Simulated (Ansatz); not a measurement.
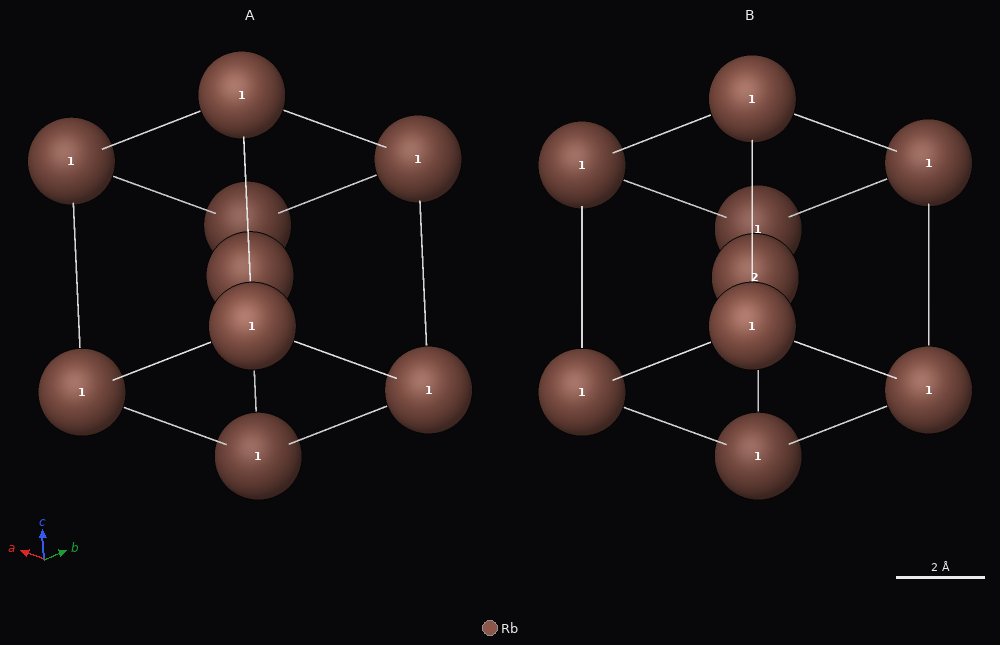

Two geometries of a crystal of Rb (set up in Im-3m): one is the relaxed structure, the other was perturbed away from it. Style: spheres-only. Shown: the cell of the calculation, from a free direction.

Computed with DFT PBEsol, scalar-relativistic, plane waves, PAW (Ansatz 0.2.0). (plane-wave cutoff 420 eV; k-point mesh 10 × 10 × 10; occupations gaussian; smearing width 0.1 eV; no spin polarisation)

Which one is perturbed?

Structure A is the perturbed one. Shear of c along a, +6.0 %, is applied. Symmetry leaves the atoms no freedom, so this is a single point. Near-neighbour distances before and after: Rb–Rb 4.825 → 4.731 to 4.924 Å. The space group (tolerance 0.01 Å) goes from Im-3m (No. 229) to C2/m (No. 12). Energy change: +2.2 meV per atom. Pressure: 0.0 GPa before, 0.0 GPa after. The principal stresses (compression positive) are 0.1 GPa along [1 0 −1], −0.1 GPa along [1 0 1], none along the third axis. All forces vanish by symmetry.
